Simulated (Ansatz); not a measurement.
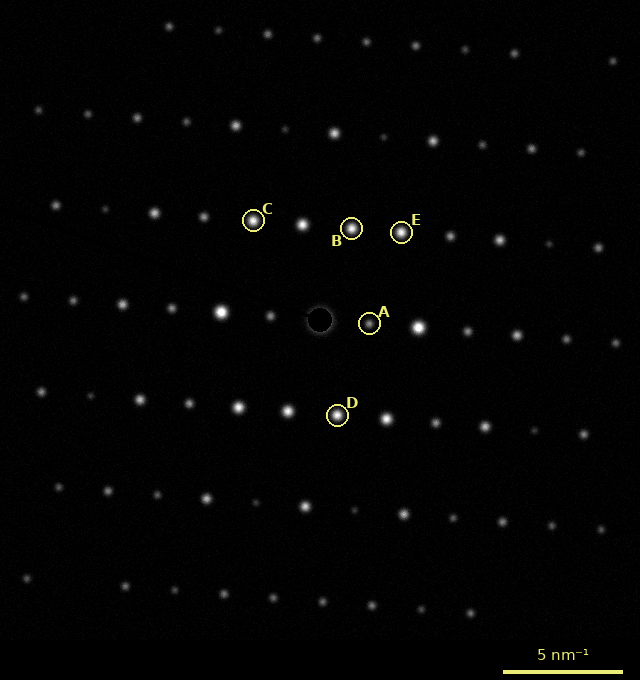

The pattern is a kinematic simulation for 300 kV electrons (no multiple scattering; isotropic B = 0.5 Å²). The zone axis points towards the electron source and the pattern is seen from the source side.

The sample is Ti, space group Fmmm (No. 69), a = 2.956 Å, b = 4.912 Å, c = 9.584 Å. Structure: the geometry relaxed with DFT r2SCAN, scalar-relativistic, plane waves, PAW (Ansatz); the starting structure was generated, so it need not be a known form of this composition.

```csv
atom,site,symmetry,x,y,z
Ti,8i,mm2,0.5000,0.0000,0.3645
```

Spot A is indexed 0 0 -2 and spot B -1 1 -1.

Index the other marked spots.

Answer. C = −2A + B = -1 1 3 (d = 1.985 Å). D = A − B = 1 -1 -1 (d = 2.449 Å). E = A + B = -1 1 -3 (d = 1.985 Å).

Find the zone axis.

Answer. The cross product of A and B is parallel to [110]; every spot obeys hu + kv + lw = 0.
